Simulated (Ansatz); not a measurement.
# N: what the fields show

Input file:

```
crystal:
  lattice:
    - [4.40183494864, 0.0, 0.0]
    - [0.0, 4.40183494864, 0.0]
    - [0.0, 0.0, 5.71629246966]
  atoms:
    - { symbol: "N", position: [0.912258346174, 0.912258346174, 0.0] }
    - { symbol: "N", position: [0.587741653826, 0.412258346174, 0.5] }
    - { symbol: "N", position: [0.087741653826, 0.087741653826, 0.0] }
    - { symbol: "N", position: [0.412258346174, 0.587741653826, 0.5] }
kpoints:
  mp_grid: { grid: [6, 6, 4] }
scf:
  occupations: { method: fixed }
hamiltonian:
  xc: pbesol
  pseudopotentials: { kind: paw }
relax:
  f_tol: 0.002
  max_steps: 80
output:
  forces: true
  stress: true
  write_density: true
  write_potential: true
  elf: true
  volumetric_format: npy
```

Run with:

```sh
ansatz run input.yaml --threads 1 --pin off --max-ram 3072MiB --backend cpu --events-out ev --progress --plain --runs-dir out
```

Below, planes, directions and counts refer to the conventional cell (a = 4.40 Å, b = 4.40 Å, c = 5.72 Å, α = 90.00°, β = 90.00°, γ = 90.00°).

Space group P4₂/mnm; a structure from a database of computed crystals, not necessarily the ambient phase.

All numbers below come from DFT, PBEsol, PAW with Ansatz's default frozen-core files, scalar-relativistic; relaxation of atoms in Ansatz.

In a PAW calculation such maps are meaningful between the atoms, not at the nuclei.

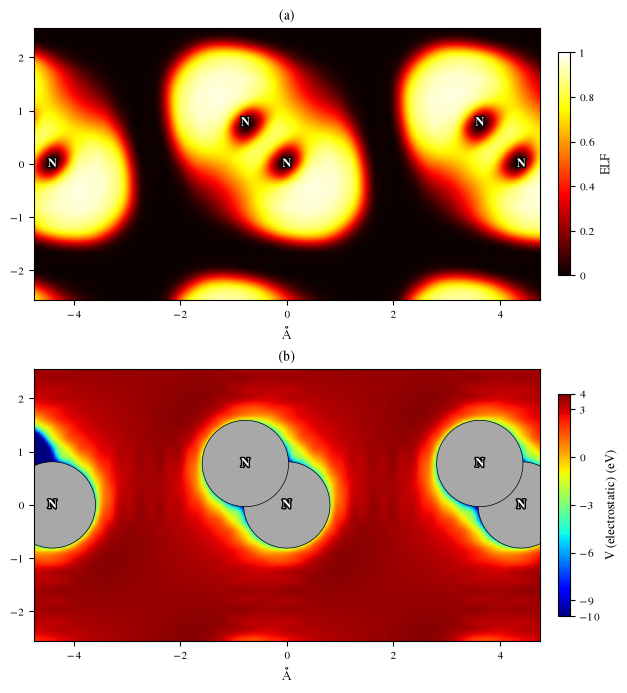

Figure 1. (a) electron localisation function; (b) electrostatic potential (local pseudopotential plus Hartree) felt by an electron on the (001) plane of the conventional cell. Grey discs cover the atomic cores in the potential map.

> What do the fields say about this system?

The section cuts through N sites.
N–N (1.10 Å): the ELF peaks at about 0.85 between the atoms (inside overlapping PAW spheres, so only a guide): a short, multiple covalent bond.
The ELF also peaks beside N, away from the bonds: lone-pair regions.
Outside the cores the potential energy rises away from the atoms and is highest about 1.5 Å from the nearest atoms; its zero is arbitrary.

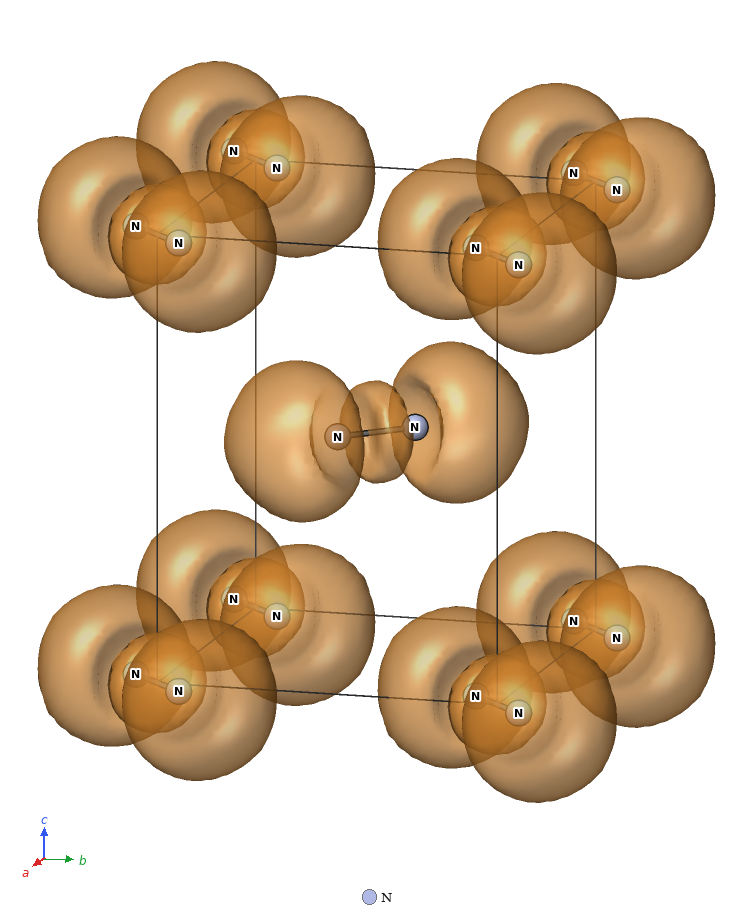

Figure 2. Isosurface of the ELF at 0.75 (orange), seen slightly off an axis. Only the valence region is drawn (cores and ρ < 0.01 e/Å³ removed). Sticks mark near contacts.

> Identify the bonds, lone pairs and shells in this picture.

The surface consists of two regions between bonded N–N atoms (shared pairs) and four lobes on N, pointing away from the bonds (lone pairs), counted in one cell of 4 atoms. Any copies at cell faces, edges or corners count once.

> Does the calculation give a band gap?

It is gapped, with a Kohn–Sham gap of 7.3 eV on the k-point mesh, an upper bound to the gap of this method.
